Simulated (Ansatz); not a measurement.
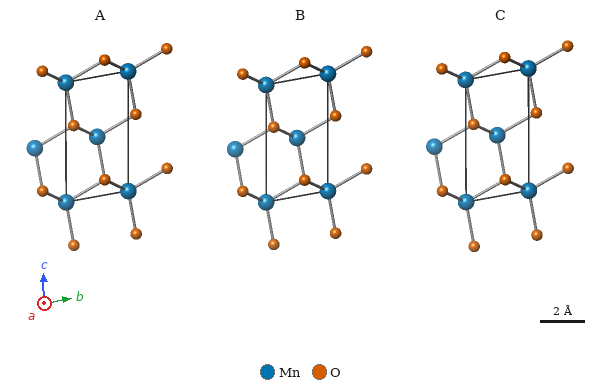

3 geometries from one relaxation of a crystal of MnO (a generated structure, set up in R3m), in shuffled order. The picture is a ball-and-stick view of the reduced cell, seen along the a axis. Lengths and directions refer to the drawn axes.

Case: Co → Mn on all its sites, cell and atoms relaxed.

Theory: DFT PBE, scalar-relativistic, plane waves, PAW in Ansatz 0.2.0. (plane-wave cutoff 420 eV; k-point mesh 12 × 12 × 12; occupations gaussian; smearing width 0.1 eV; collinear spin; cell and atoms relaxed; force threshold 0.01 eV/Å; at most 60 steps)

Order the frames from highest to lowest energy.

B, A, C. They are steps 0, 1, 7, at +0.127 eV per cell of the calculation, +51.3 meV per cell of the calculation relative to the last. The largest moves relative to the cell, 0.012 Å, are those of Mn and O atoms. Largest moves by element: O 0.012 Å, Mn 0.012 Å. The volume changes by +7.6 %, with a = b 3.342 → 3.395 Å (+1.6 %), c 5.655 → 5.877 Å (+3.9 %), α 72.8° → 73.2°, β 72.8° → 73.2°. Some distances before and after: Mn–O 1.971 → 2.079 Å, Mn–O 2.048 → 2.079 Å. The space group (tolerance 0.01 Å) goes from R3m (No. 160) to F-43m (No. 216). The energy falls by 0.127 eV per cell of the calculation in 5 accepted moves (7 points after the start). The largest force component goes from 0.39 to 0.00046 eV/Å. The pressure goes from 7.74 to 0.02 GPa. At 2 points the geometry stayed and the basis and grid were re-selected for the new cell (energy shift of 17.0 meV per cell of the calculation at most each time). The run may lie on a higher electronic state than the lowest, so the end point isn't shown to be the ground-state structure. Cost: 2.3 min on 1 thread of AMD EPYC 9R45 96-Core Processor (Zen 5) (shared host), peak memory 0.82 GiB.
